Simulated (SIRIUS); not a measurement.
# A series of single points on CuO

System: CuO (Cc, 4 atoms in the cell).
Method: Kohn-Sham DFT of a periodic cell, PBE, dojo-sr-pbe-0.4.1-standard, no spin polarisation (SIRIUS 7.12.0).

The 7 runs differ only in the geometry, by an even scaling of the cell at fixed fractional positions. The structure derives from an entry of the Crystallography Open Database.

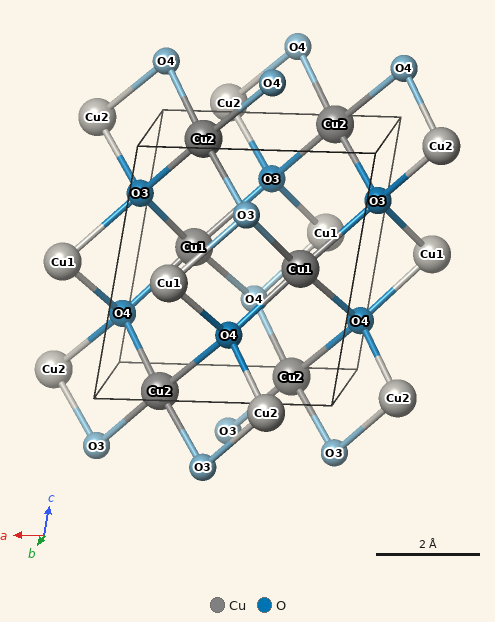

Figure 1. The structure of run 4 (ball-and-stick view of the cell 2 times as large as that of the calculation, set on its symmetry axes, seen at an oblique angle; neighbours outside the cell are drawn fainter; atoms are numbered from 1 in the order of the input). An atom can appear more than once, as a periodic image.

## Input of run 4
```
{
  "control": {
    "processing_unit": "cpu",
    "verbosity": 2,
    "num_bands_to_print": 35,
    "print_forces": true,
    "print_stress": true
  },
  "parameters": {
    "electronic_structure_method": "pseudopotential",
    "xc_functionals": ["XC_GGA_X_PBE", "XC_GGA_C_PBE"],
    "gk_cutoff": 9.6,
    "pw_cutoff": 19.2,
    "ngridk": [10, 10, 5],
    "shiftk": [0, 0, 0],
    "smearing": "fermi_dirac",
    "smearing_width": 0.0018374661,
    "num_bands": 35,
    "num_mag_dims": 0,
    "num_dft_iter": 100,
    "energy_tol": 1e-08,
    "density_tol": 1e-06
  },
  "iterative_solver": {
    "type": "davidson",
    "min_tolerance": 1e-10
  },
  "mixer": {
    "type": "anderson",
    "beta": 0.7,
    "max_history": 8
  },
  "settings": {
    "tol_ne": 1e-10,
    "pseudo_grid_cutoff": 6.5
  },
  "unit_cell": {
    "lattice_vectors": [
      [4.430746358104, -3.237856741934, 0.0],
      [4.430746358104, 3.237856741934, 0.0],
      [-1.626212046682, 0.0, 9.560949127168]
    ],
    "atom_coordinate_units": "lattice",
    "atom_types": ["Cu", "O"],
    "atom_files": {
      "Cu": "Cu.json",
      "O": "O.json"
    },
    "atoms": {
      "Cu": [
        [0.4968, 0.0032, 0.5],
        [0.0032, 0.4968, 0.0]
      ],
      "O": [
        [0.4056, 0.5714, 0.7537],
        [0.5714, 0.4056, 0.2537]
      ]
    }
  }
}
```

Command:
```bash
upf_to_json Cu.upf
upf_to_json O.upf
OMP_NUM_THREADS=4 sirius.scf --input=sirius.json --output=out.json --task=0
```

Lattice vectors (Å) and fractional positions of run 4:
```
   2.344650   -1.713400    0.000000
   2.344650    1.713400    0.000000
  -0.860554    0.000000    5.059436
Cu  0.496800  0.003200  0.500000
Cu  0.003200  0.496800  0.000000
O   0.405600  0.571400  0.753700
O   0.571400  0.405600  0.253700
```

Run 6 differs from it as follows:
```diff
-      [4.430746358104, -3.237856741934, 0.0],
-      [4.430746358104, 3.237856741934, 0.0],
-      [-1.626212046682, 0.0, 9.560949127168]
+      [4.489052338717, -3.280465006302, 0.0],
+      [4.489052338717, 3.280465006302, 0.0],
+      [-1.647612027759, 0.0, 9.686765517647]
```

## Results, with one run withheld

```tsv
run	volume per atom (Å³)	free energy per atom, from the lowest run given (meV)	pressure (GPa)
1	9.553	49.59	18.79
2	9.756	28.91	13.85
3	9.959	14.15	9.44
4	10.163	4.70	5.48
5	10.366	0.00	1.94
6	10.569	?	?
7	10.772	2.91	−4.07
```

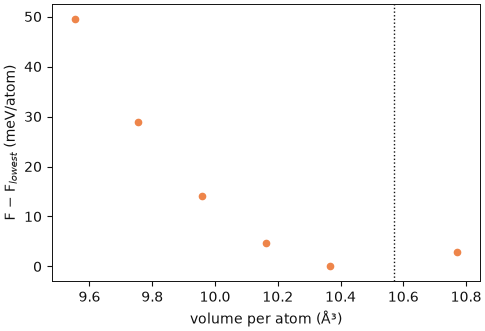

Figure 2. Free energy per atom of the runs given; the dotted line marks run 6.

Fit the runs given and predict run 6.

A cubic polynomial in V^(−2/3) (the Birch–Murnaghan form), fitted to the 6 runs given, misses them by at most 0.01 meV per atom. With x = V^(−2/3) − 0.21428 Å⁻², it reads F = 7.8644 + 3094.5 x + 2.8111e+05 x² + 5.0241e+05 x³ (meV per atom). At run 6 it gives −0.44 meV per atom, and the run itself gives −0.45. The slope of the fit gives a pressure −dF/dV of −1.20 GPa there, and the run prints −1.23 GPa. The fit has its minimum at 10.489 Å³ per atom, where V d²F/dV² gives 161 GPa. Cell shape and fractional positions are held, so this is the stiffness under even scaling; the relaxed bulk modulus wasn't computed.

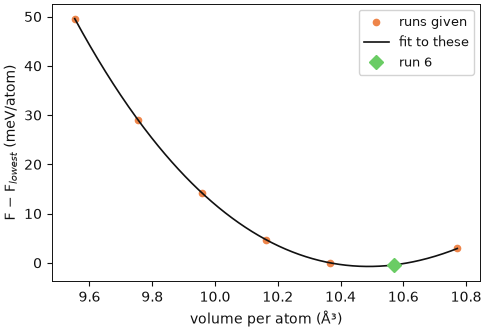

Figure 3. The fit and the withheld run.

## Some lines of the output (run 6)
```
[...]
[find] Efermi                         :       0.43214350
[find] Total energy                   :    -412.21194310 (Ha),    -824.42388621 (Ry)
[find] Free energy (E-TS)             :    -412.21268012 (Ha),    -824.42536025 (Ry)
[find] Efermi                         :       0.43217876
[find] Total energy                   :    -412.21194299 (Ha),    -824.42388599 (Ry)
[find] Free energy (E-TS)             :    -412.21268019 (Ha),    -824.42536039 (Ry)
[find] Efermi                         :       0.43219138
[find] Total energy                   :    -412.21194308 (Ha),    -824.42388616 (Ry)
[find] Free energy (E-TS)             :    -412.21268021 (Ha),    -824.42536041 (Ry)
[find] Efermi                         :       0.43218160
[find] Total energy                   :    -412.21194309 (Ha),    -824.42388617 (Ry)
[find] Efermi                         :       0.43218037
[find] Efermi                         :       0.43218016
[find] Efermi                         :       0.43218041
```

Notes: The run has no spin polarisation, so a magnetic state may lie lower.
